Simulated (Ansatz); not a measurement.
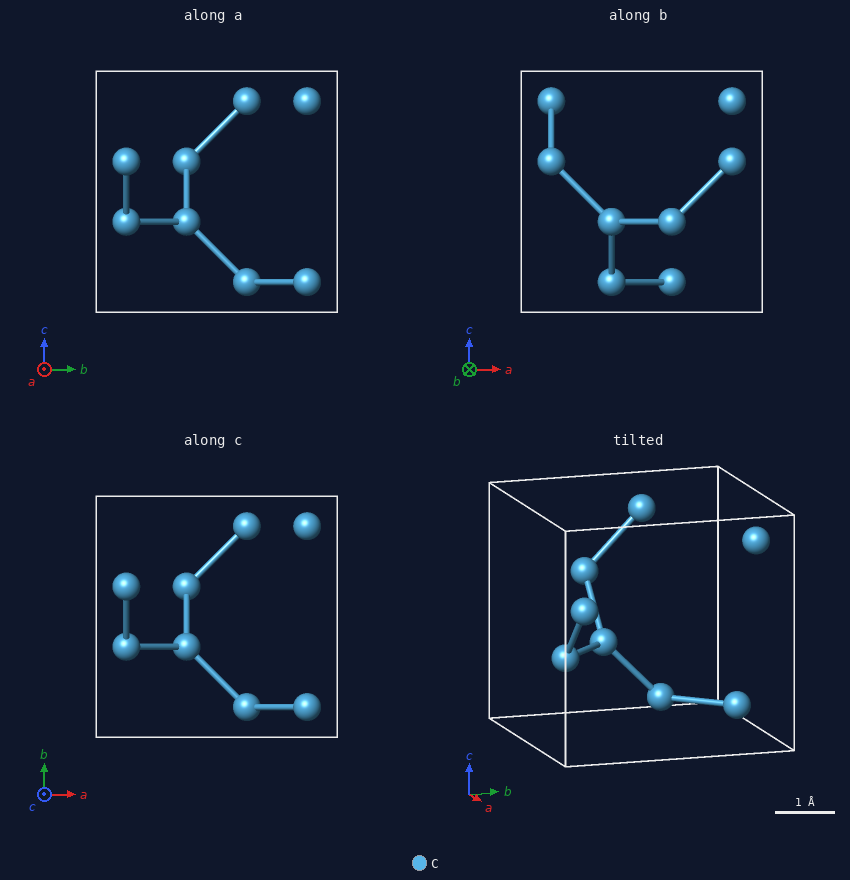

The structure above is drawn in ball-and-stick style and viewed along the a axis, along the b axis, along the c axis and slightly off an axis. The edges of the conventional unit cell are marked.

Lattice parameters: a = 4.1231 Å, b = 4.1231 Å, c = 4.1231 Å, α = 90.000°, β = 90.000°, γ = 90.000°.

> Express the structure as a CIF in P1 with every atom of the cell.

```cif
data_structure
_symmetry_space_group_name_H-M 'P 1'
_symmetry_Int_Tables_number 1
_cell_length_a 4.1231
_cell_length_b 4.1231
_cell_length_c 4.1231
_cell_angle_alpha 90.000
_cell_angle_beta 90.000
_cell_angle_gamma 90.000
_cell_volume 70.09
loop_
_atom_site_label
_atom_site_type_symbol
_atom_site_fract_x
_atom_site_fract_y
_atom_site_fract_z
_atom_site_occupancy
C1 C 0.3750 0.3750 0.3750 1
C2 C 0.1250 0.6250 0.8750 1
C3 C 0.6250 0.8750 0.1250 1
C4 C 0.8750 0.1250 0.6250 1
C5 C 0.8750 0.8750 0.8750 1
C6 C 0.6250 0.1250 0.3750 1
C7 C 0.1250 0.3750 0.6250 1
C8 C 0.3750 0.6250 0.1250 1
```

The initial geometry was a random cell made by a generator, so it need not be a real form of the element. Atoms and cell were optimised with Ansatz 0.2.0, DFT PBE, scalar-relativistic, plane waves, PAW.
